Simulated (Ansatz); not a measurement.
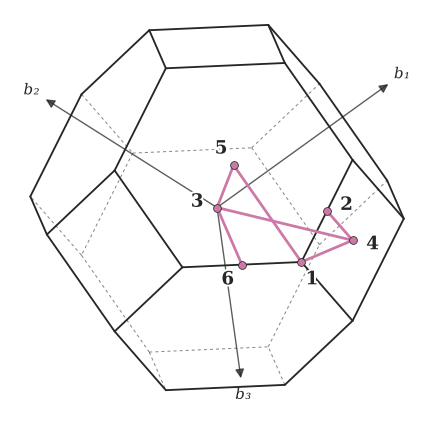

Crystal: SnSe2, the input geometry of an electronic-structure calculation (not necessarily at equilibrium); the starting structure was generated, so it need not be a known form of this composition. The first Brillouin zone of a face-centred cubic lattice (cF; extended symbol cF2) is drawn with its special points numbered. The drawing is computed from the coordinates (standard cell, symmetry found to 0.002 Å).

a = 6.814 Å, b = 6.814 Å, c = 6.814 Å, α = 90.00°, β = 90.00°, γ = 90.00°.

Labels and path follow the convention of Hinuma et al. (2017), as computed by seekpath; the arrows show the directions of the reciprocal primitive vectors b₁, b₂, b₃, in which coordinates are given.

Question: Give the label and coordinates of each numbered point.

Answer:
```tsv
no.	label	coordinates
1	W	(1/2, 1/4, 3/4)
2	U	(5/8, 1/4, 5/8)
3	Γ	(0, 0, 0)
4	X	(1/2, 0, 1/2)
5	L	(1/2, 1/2, 1/2)
6	K	(3/8, 3/8, 3/4)
```
